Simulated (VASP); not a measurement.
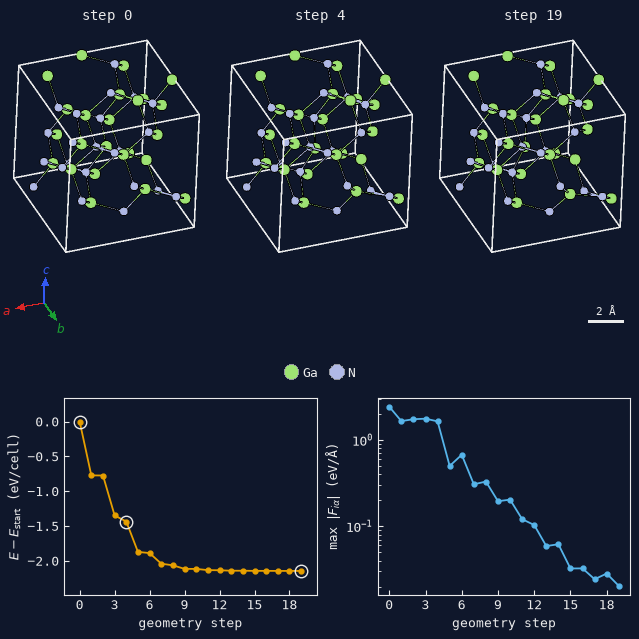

Frames of a relaxation of a defect cell of composition Ga$_{24}$N$_{23}$, marked on the history of the run. Style: ball-and-stick. Shown: the cell of the calculation (origin shifted), from a free direction.

The run lets the atoms move in a fixed cell.

Level of theory: Kohn-Sham DFT of a periodic cell, PBE, VASP PAW PBE potentials, recommended (VASP).

Input file:
```
SYSTEM = Ga24N23
ALGO = Normal
EDIFF = 1E-6
EDIFFG = -0.025
ENCUT = 450
GGA = PE
IBRION = 2
ICORELEVEL = 1
ISIF = 2
ISMEAR = 0
ISYM = 0
LASPH = .True.
LCHARG = .False.
LREAL = Auto
LUSENCCL = .False.
LWAVE = .False.
NELECT = 424.0
NELM = 80
NSW = 70
PREC = Normal
SIGMA = 0.01
```

Command:
```bash
cat potpaw_PBE.64/Ga_d/POTCAR potpaw_PBE.64/N/POTCAR > POTCAR
mpirun -np 1 vasp_std > vasp.out
```

Describe the path.

The energy falls by 2.143 eV per cell of the calculation in 19 geometry steps. The largest force component goes from 2.4 to 0.02 eV/Å. The atom that moves furthest is a Ga atom (0.45 Å along [3 −1 0]). Largest moves by element: Ga 0.45 Å, N 0.04 Å. The lattice vectors keep their values. Some distances before and after: Ga–N 2.078 → 1.887 Å, Ga–N 2.048 → 1.887 Å, Ga–N 2.028 → 1.892 Å, Ga–N 1.991 → 1.884 Å. Among the angles between lasting bonds that change: N–Ga–N 102.4° → 117.5°, Ga–N–Ga 112.5° → 98.6°, N–Ga–N 106.1° → 118.8°. From step 0 to 4: a Ga atom moves most (0.27 Å), energy −1.434 eV per cell of the calculation. From step 4 to 19: Ga atoms move most (0.22 Å), energy −0.709 eV per cell of the calculation.

```csv
step,"E − E(0), meV/atom","largest force component, eV/Å"
0,0.00,2.4311
1,-16.42,1.6550
2,-16.45,1.7420
3,-28.67,1.7657
4,-30.51,1.6451
5,-39.79,0.5007
6,-40.15,0.6746
7,-43.39,0.3070
8,-43.89,0.3301
9,-44.97,0.1954
10,-44.99,0.2039
11,-45.36,0.1211
12,-45.39,0.1036
13,-45.54,0.0591
14,-45.54,0.0620
15,-45.58,0.0325
16,-45.58,0.0326
17,-45.60,0.0244
18,-45.60,0.0284
19,-45.61,0.0204
```

Limits of the set-up: the periodic images lie only 8.3 Å apart, so the values are limited by the cell's size.
